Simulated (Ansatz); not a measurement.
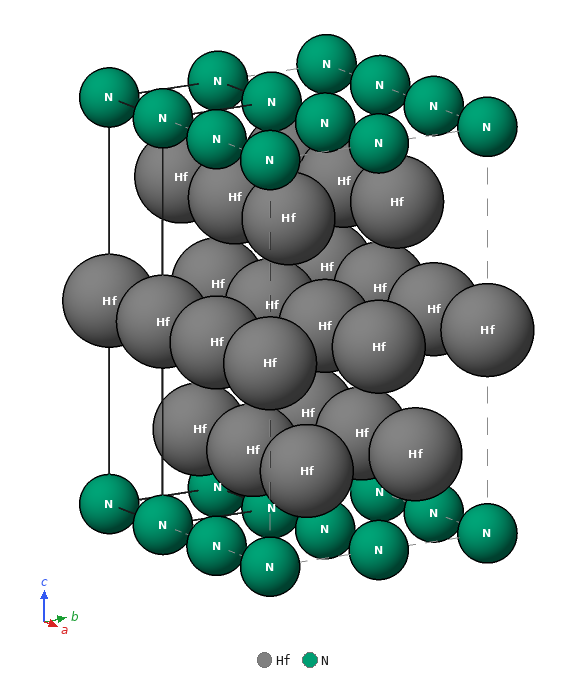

Spheres-only model, viewed slightly off an axis. Solid lines give the conventional unit cell, repeated here 3×2×1 times.

Explain the picture.

The stoichiometry is Hf3N. The structure has P-3m1 (No. 164) symmetry and a primitive hexagonal lattice. Content of the cell: 3 Hf, 1 N (Z = 1).

The starting point was a structure listed in the Materials Project, with elements exchanged, so it need not be a known form of the compound. The cell was then strained or its atoms displaced on purpose. It went into a calculation with Ansatz.

At this level of theory the cell isn't at rest (compressed, at 14 GPa and forces up to 1.1 eV/Å), so its distances can differ from those at equilibrium, the more so the softer the solid.
